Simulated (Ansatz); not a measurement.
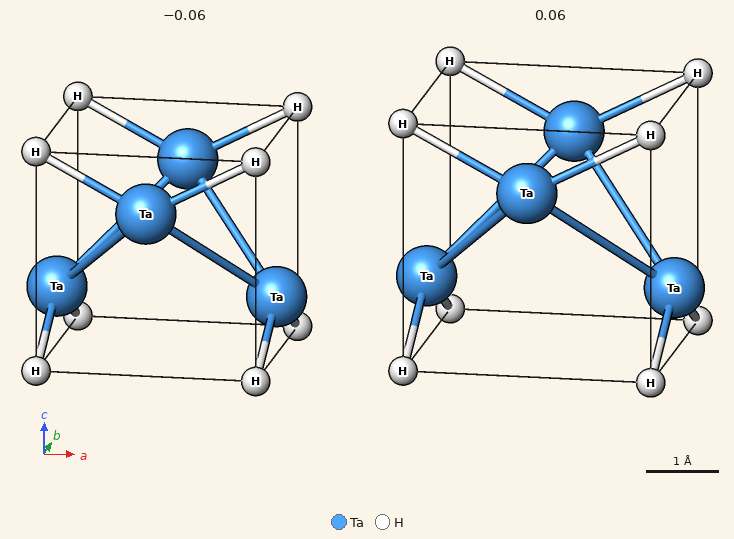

A crystal of Ta2H (set up in P-4m2), under equal strain along all axes (cell held, atoms relaxed), with energies (extrapolated to zero smearing) counted from the relaxed crystal, which is the row at zero. The picture shows the first and the last member. Style: ball-and-stick. Shown: the cell of the calculation, slightly off an axis.

Computed with Ansatz 0.2.0: DFT PBEsol, scalar-relativistic, plane waves, PAW. Set-up: plane-wave cutoff 420 eV; k-point mesh 12 × 12 × 12; occupations gaussian; smearing width 0.1 eV; no spin polarisation; atoms relaxed in a fixed cell; force threshold 0.008 eV/Å.

```tsv
strain	energy (meV/atom)	a (Å)	c (Å)
−0.06	329.23	3.146	3.189
−0.04	?	?	?
−0.02	32.41	3.280	3.325
0.0	0.00	3.347	3.393
0.02	29.07	3.414	3.461
0.04	109.84	3.481	3.529
0.06	233.19	3.548	3.597
```

**Fill in the missing row.**

A parabola through three neighbouring rows (−0.06, −0.02, 0.0) gives, with Lagrange weights, (0.3333)(329.23) + (1.0000)(32.41) + (−0.3333)(0.00) = 142.14 meV/atom. The calculation gives 137.65 meV/atom (a = 3.213 Å, c = 3.257 Å). The estimate is 4.49 meV/atom too high. From the first member to the last: Ta–Ta 3.189 → 3.597 Å, Ta–Ta 3.146 → 3.548 Å, Ta–Ta 2.697 → 3.051 Å.

The whole series:

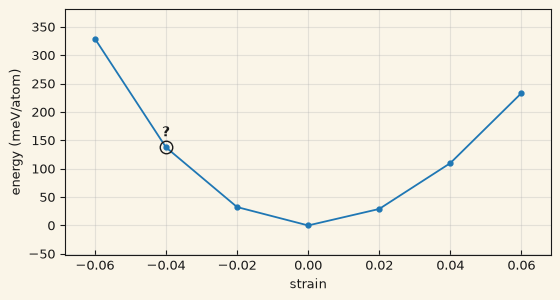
